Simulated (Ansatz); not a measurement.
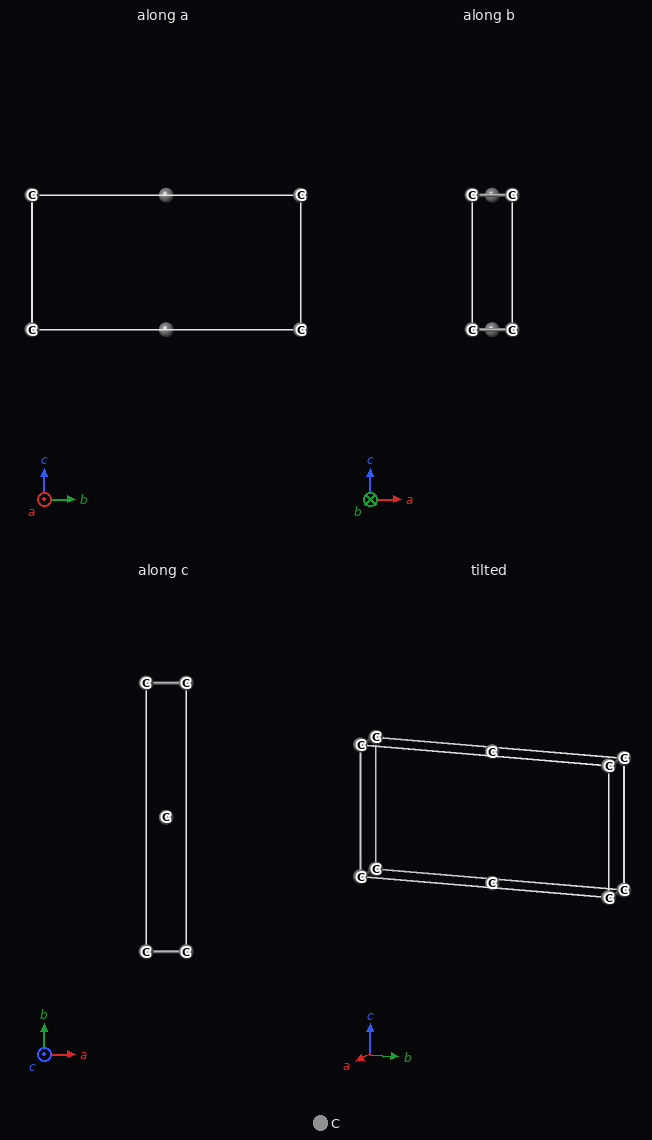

View along the a axis, along the b axis, along the c axis and slightly off an axis, drawn as a ball-and-stick model. The conventional unit cell is drawn as a box.

Lattice parameters: a = 1.281 Å, b = 8.571 Å, c = 4.291 Å, α = 90.00°, β = 90.00°, γ = 90.00°. Put a along x and b in the xy plane.

Q: Give the structure in the form of a POSCAR file.

A:
```
C
1.0
     1.281    0.000    0.000
     0.000    8.571    0.000
     0.000    0.000    4.291
C
2
Direct
  0.0000 0.0000 0.0000
  0.5000 0.5000 0.0000
```

The cell started as a structure type filled with this element by a generator (whether the element takes this form wasn't checked). Atoms and cell were optimised with DFT PBE, scalar-relativistic, plane waves, PAW in Ansatz.
